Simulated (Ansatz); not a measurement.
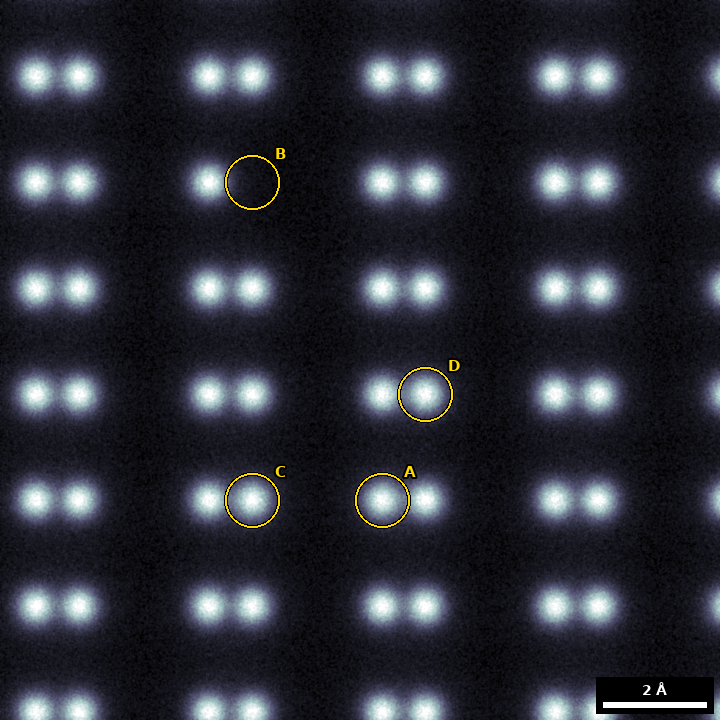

HAADF-like image of Pt (Fd-3m, No. 227) along [211]. Simulated incoherent Z contrast: every atom adds Z^1.7 spread by a probe of 0.50 Å full width; channelling and multiple scattering are left out. The probe carries 25 % of its weight in a tail 2.5 times as wide. The display is stretched by a gamma of 0.65; percentages refer to the linear signal. Shot noise was added.

The sample is 1 repeat (7.1 Å) thick. One point defect was put into the perfect crystal, without relaxing the atoms around it. Brightness is counted from the darkest point of the image. Host structure: the geometry given to an electronic-structure calculation, possibly off equilibrium; the starting structure was generated, so it need not be a known form of this composition.

**Which ringed column holds the defect, and does it scatter more or less than its equals?**

B; it scatters less. The column holds 1 atom (Pt) through the sample, and one Pt atom is missing, so its peak vanishes.
